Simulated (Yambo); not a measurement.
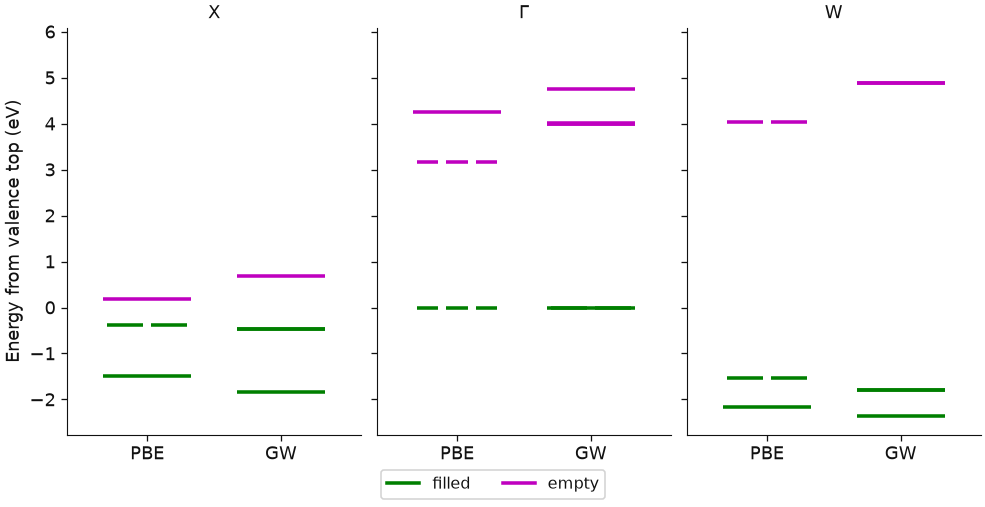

Levels at X, Γ and W in PBE and in GW, each set counted from its own valence top. Only the states that were corrected are drawn, so degenerate partners can be missing.

System: rocksalt YN, space group Fm-3m (No. 225), 2 atoms in the primitive cell; cubic a = 4.877 Å. Starting point: PBE, PseudoDojo 0.4.1 SR PBE standard, no spin polarisation, no spin-orbit coupling, 4×4×4 k mesh, 1143 eV cutoff, fixed occupations (Yambo 5.3.0). Many-body step: GW with frequency dependence of W plasmon pole, bands in the response 68, bands in the self-energy 68, cutoff of the response matrix 12 Ry and cutoff of exchange and Vxc 84 Ry.

**What does GW do to the gap?**

Over the k points that were corrected, the smallest gap goes from 0.18 eV in PBE (Γ to X) to 0.68 eV in GW (Γ to X), a change of +0.50 eV.

**Is the correction a rigid shift of the empty levels?**

Counted from the valence top, the lowest empty level moves by +0.50 eV at X, +0.84 eV at Γ and +0.85 eV at W; over the 8 points that were corrected the shifts run from +0.50 to +1.13 eV: a spread of 0.63 eV on a mean of 0.78 eV, so one scissor shift doesn't describe this level. The top filled level also moves against the valence top, by −0.25 eV at W.

**What are the quasiparticle weights at the band edges?**

The quasiparticle weight (renormalisation factor) lies between 0.77 and 0.83 for the top filled and first empty levels.

```csv
k point,PBE direct gap (eV),GW direct gap (eV)
X,0.57,1.14
Γ,3.16,4.00
W,5.57,6.68
```

The k mesh is coarse (spacing up to 0.56 Å⁻¹), so the values aren't converged. The screening block or the number of bands is too small for a converged GW gap. Between passes the levels were reset to the linearisation about the Kohn-Sham level, since this version mixes two points of expansion; the levels printed in its table differ. Bands, cutoffs and mesh are finite, so these values aren't at the basis limit.
